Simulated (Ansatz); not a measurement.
# Run report: Yb, single-point calculation

System: Yb (1 atom in the cell).
Method: DFT PBE, scalar-relativistic, plane waves, PAW, no spin polarisation (Ansatz 0.2.0).

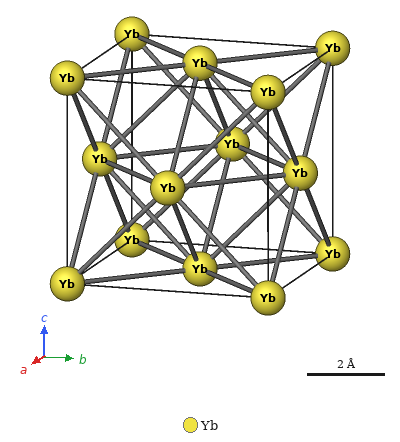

The structure as given in the input (ball-and-stick view of the cell 4 times as large as that of the calculation, set on its symmetry axes, seen slightly off an axis). Near neighbours in the crystal (not all of them lie inside the picture): Yb has 12 Yb at 3.88 Å.

## Summary

| quantity | value |
| --- | --- |
| outcome | converged |
| space group (tolerance 0.01 Å) | Fm-3m (225) |
| electrons treated | 24 |
| free energy | −13794.9640 eV |
| Fermi energy | 8.996 eV |
| gap on the k-point mesh | 0.10 eV |
| pressure | −2.16 GPa |
| largest force (length of the vector) | under 0.001 eV/Å |
| hardware | 2 threads of Arm Neoverse V1, 24 GiB of memory available, shared host |
| wall time | 0.66 s (CPU time 1.1 s) |
| peak memory | 0.28 GiB |

## Input
```yaml
crystal:
  lattice:
    - [0.0, 2.745000282, 2.745000282]
    - [2.745000282, 0.0, 2.745000282]
    - [2.745000282, 2.745000282, 0.0]
  atoms:
    - { symbol: Yb, position: [0.0, 0.0, 0.0] }
basis:
  ecutwfc: 420
kpoints:
  mp_grid: { grid: [6, 6, 6] }
hamiltonian:
  xc: pbe
scf:
  occupations: { method: gaussian, width: 0.1 }
output:
  forces: true
  stress: true
  eigenvalues: true
```

Launched with:
```bash
ansatz run input.yaml --threads 2 --pin off --max-ram 5632MiB --backend cpu --events-out ev --progress --plain --runs-dir out
```

## What the program printed
```
Engine: ansatz 0.2.0, aarch64-unknown-linux-gnu
Pseudopotentials: kind: paw
Pseudopotential: Yb, paw, valence charge 24, recommended cutoff 420 eV (normal), Yb.paw.azcp
Functional definition: PBE
  parameter kappa = 0.804
  parameter beta = 0.06672455060314922
  exchange = pbe_x(kappa = kappa, mu = beta*pi^2/3)
  correlation = pbe_c(beta = beta)
Crystal: 1 atoms, lattice volume = 41.367 Å³
Basis set: ecut = 420 eV, 869 PW (Γ), exchange–correlation on 54×54×54 points (8 copies of the dense FFT grid, shifted against one another)
Bands: 16, of which v1, the nominal top of the filled ones, is band 12 counted from 1 (11 counted from 0)
Symmetry: 48 space group operations
Space group: Fm-3m (ITA 225), of the structure as read, at distance tolerance 3.5e-5 Å
k-points: 16 of 216
Non-local potential: Yb, projectors of the file, l = 0: 3, l = 1: 2, l = 2: 2, l = 3: 3
PAW form: soft (Blöchl's): semilocal exchange-correlation on the pseudo side does not see the compensation charge
PAW one-centre angular grid: Yb, 590 points (default); XC on 64 Gauss nodes
Initial density: superposition of atomic densities (neutral atoms: chi_scale 0, normalization atom), corrected by the library's trained network
Initial wavefunctions: pseudopotential atomic-orbital guess
Functional: x = pbe(κ = 0.804, μ = 0.2195149727645171), c = pbe(β = 0.06672455060314922)
SCF iter   1: F=—  HF=-13794.978633 eV  |F-HF|=—  |Δ(HF+E_count)|=         —  Δρ=9.29e-3  dr2=3.31e-2  ethr=1.77e-3  ⟨swp⟩=5.4  Hψ=1214  notcnv=0
preconditioner: auto → none  [insulator: Δε(μ)=0.134 eV  Ē_g=9.706 eV  σ=0.100 eV  W_gap=0.66  n_scr=14 (ndim 8)  ℏωp=27.1 eV  f_vac=0.000  D(μ)=1.65/eV (n_scr^D=14)  ε∞_Penn≈8.8]
SCF iter   2: F=—  HF=-13794.966420 eV  |F-HF|=—  |Δ(HF+E_count)|=   1.22e-2  Δρ=2.89e-3  dr2=3.42e-3  ethr=1.38e-4  ⟨swp⟩=2.2  Hψ=585  notcnv=0  defer=1
SCF iter   3: F=—  HF=-13794.964325 eV  |F-HF|=—  |Δ(HF+E_count)|=   2.10e-3  Δρ=9.72e-4  dr2=3.48e-4  ethr=1.43e-5  ⟨swp⟩=2.1  Hψ=420  notcnv=0
SCF iter   4: F=—  HF=-13794.964035 eV  |F-HF|=—  |Δ(HF+E_count)|=   2.90e-4  Δρ=1.19e-4  dr2=5.36e-6  ethr=1.45e-6  ⟨swp⟩=1.4  Hψ=278  notcnv=0
SCF iter   5: F=—  HF=-13794.964028 eV  |F-HF|=—  |Δ(HF+E_count)|=   6.86e-6  Δρ=3.54e-5  dr2=4.73e-7  ethr=2.23e-8  ⟨swp⟩=2.4  Hψ=471  notcnv=0
SCF iter   6: F=—  HF=-13794.964028 eV  |F-HF|=—  |Δ(HF+E_count)|=   2.20e-7  Δρ=1.36e-5  dr2=6.93e-8  ethr=4.17e-10  ⟨swp⟩=8.3  Hψ=1545  notcnv=0
SCF iter   7: F=-13794.964028 eV  HF=-13794.964028 eV  |F-HF|=9.48e-10  |Δ(HF+E_count)|=   5.15e-8  Δρ=1.32e-6  dr2=5.25e-10  ethr=2.89e-10  ⟨swp⟩=4.9  Hψ=1039  notcnv=0
SCF 1 converged in 7 iterations: F = -13794.964028 eV  dr2 = 5.25e-10
  greatest PAW one-centre occupation: 0.997 electrons in one spin orbital (limit 2), on the Yb atom at site 0 (counted from 0), in its partial waves of l = 0
```

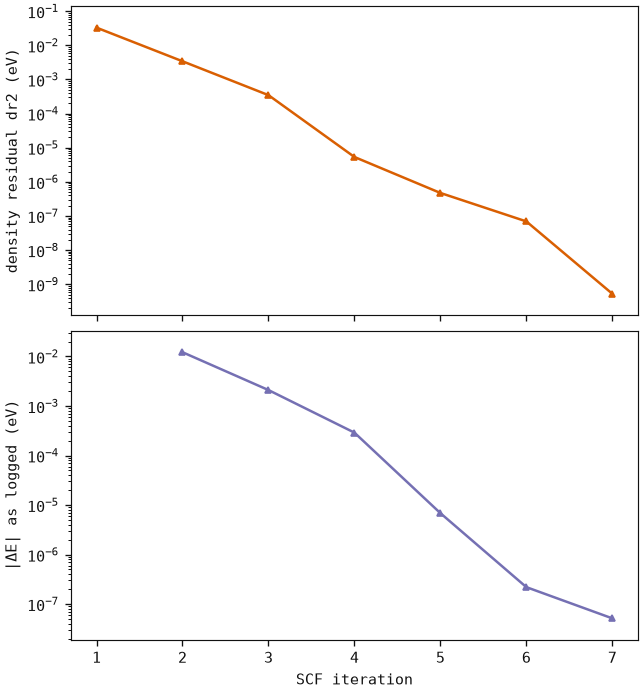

Convergence of the self-consistent field: density residual dr2 and size of the energy change against the SCF iteration. The residual falls at every step.

```
SCF converged after 7 iterations
Free energy (F): -13794.964028 eV
Harris-Foulkes:  -13794.964028 eV  (|F-HF|=9.48e-10)
Internal energy: -13794.953856 eV  (E = F + TS)
E sigma→0 (E₀):  -13794.958942 eV
Entropy (-TS):   -0.010172 eV (-10.172 meV/atom)
Fermi energy:    8.995688 eV
--- Per-component energies (eV) ---
  E_band       = -39.942215
  E_kinetic    = 350.674224
  E_local      = -6580.910471  (includes V_loc(G=0)·N_el)
  E_nonlocal   = 554.691322
  E_hartree    = 2861.737341
  E_xc         = -161.440040
  E_vxc        = -200.852653  (∫ρ·V_xc dr)
  E_paw        = -7356.341952  (= ΣΔE_a)
  E_vpaw       = 112.983091  (= ΣTr[D̂ρ^β])
  E_aug_tail   = 0.000003  (compensation charges beyond the density's cutoff)
  E_ewald      = -3463.364283
  E_smearing   = -0.010172  (= −TS)
  E_closure    = -0.000000  (closes the sum)
  Σ components = -13794.964028   (vs F -13794.964028, Δ=0.00e0)
--- Forces (eV/Å), atoms counted from 1 ---
  atom   1  Yb     0.00000000     0.00000000    -0.00000000
  max |Σ_I F_I| component: 2.88e-32 eV/Å
--- Stress (GPa, compression-positive) ---
       -2.160363       0.000000      -0.000000
       -0.000000      -2.160363      -0.000000
        0.000000       0.000000      -2.160363
  P = ⅓ Tr σ = -2.1604 GPa (-21.604 kbar)
--- Band table (eV; the first three rows and the last of 16) ---
  k-point 0: bands = ["-42.6803", "-14.9742", "-14.9742", "-14.9742", "4.1736", "8.5803", "8.6487", "8.6487", "8.6487", "8.7213", "8.7213", "8.7213", "11.7848", "11.7848", "11.7848", "13.6313"]
  k-point 1: bands = ["-42.6782", "-15.0279", "-14.9816", "-14.9816", "4.7218", "8.5872", "8.6409", "8.6598", "8.6598", "8.6984", "8.6984", "8.7220", "11.1041", "11.9914", "11.9914", "13.4293"]
  k-point 2: bands = ["-42.6741", "-15.1330", "-14.9964", "-14.9964", "6.1397", "8.6030", "8.6285", "8.6543", "8.6543", "8.6941", "8.6941", "8.7234", "9.9439", "11.8193", "11.8193", "14.0974"]
  k-point 15: bands = ["-42.6692", "-15.1427", "-15.0824", "-15.0533", "8.5134", "8.6394", "8.6474", "8.6485", "8.6523", "8.6801", "8.6938", "8.8525", "9.5292", "10.0124", "12.1136", "15.1920"]
```

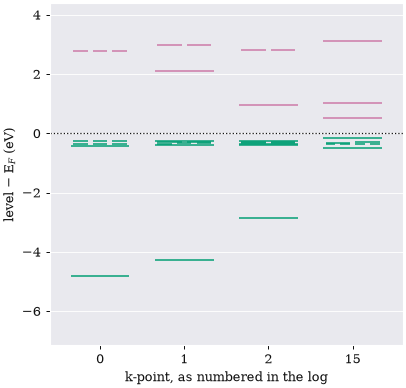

Kohn–Sham levels near the Fermi level (dotted) at the few k-points that the log prints; levels within 0.02 eV of each other stand side by side. Among these points the highest filled and lowest empty levels are 0.68 eV apart; the gap on the full mesh, 0.10 eV, has an edge at a point that isn't printed.
